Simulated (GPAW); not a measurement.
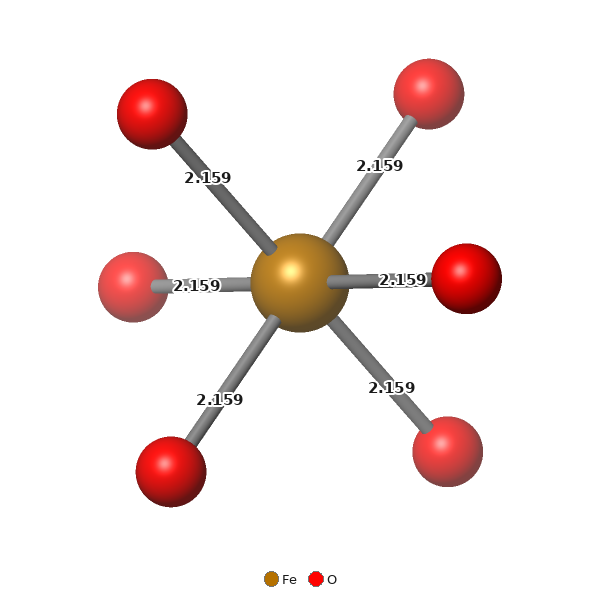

The surroundings of site Fe1 (at 0.000, 0.000, 0.000) in FeO (R-3m, No. 166), with bond lengths in Å.

Origin of the cell: an entry of the Crystallography Open Database, as set up for an electronic-structure calculation.

```
Fe O
1.0
     3.03764    0.00000    0.00000
    -1.51882    2.63067    0.00000
     0.00000    0.00000    7.55873
Fe O
3 3
Direct
  0.00000 0.00000 0.00000
  0.66667 0.33333 0.33333
  0.33333 0.66667 0.66667
  0.66667 0.33333 0.83333
  0.33333 0.66667 0.16667
  0.00000 0.00000 0.50000
```

Bond valence s = exp((R0 − d)/b), R0 fitted to published crystal structures with b = 0.37 Å, summed over all anions within 5 Å; R0 in Å: Fe2+–O 1.723; Fe3+–O 1.747.

Which oxidation state of Fe do these bonds support?

Answer. With the Fe2+ parameters the computed sum is 6 × 0.308 = 1.85. With the Fe3+ parameters the computed sum is 6 × 0.328 = 1.97. The sum matches its own assumption best for Fe2+, which also balances the formula's charge.

And over the whole structure?

Answer.
| site | x, y, z | formal valence | bond-valence sum | difference |
| --- | --- | --- | --- | --- |
| Fe1 | 0.000, 0.000, 0.000 | +2 | 1.88 | -0.12 |
| O1 | 0.667, 0.333, 0.833 | −2 | 1.88 | -0.12 |

These sums include all anions within 5 Å. The global instability index (root mean square of the differences over all atoms) is 0.12 v.u.: moderate strain, common in real structures. The cell was not relaxed for this table, and a volume that is off by a few per cent shifts all sums together.
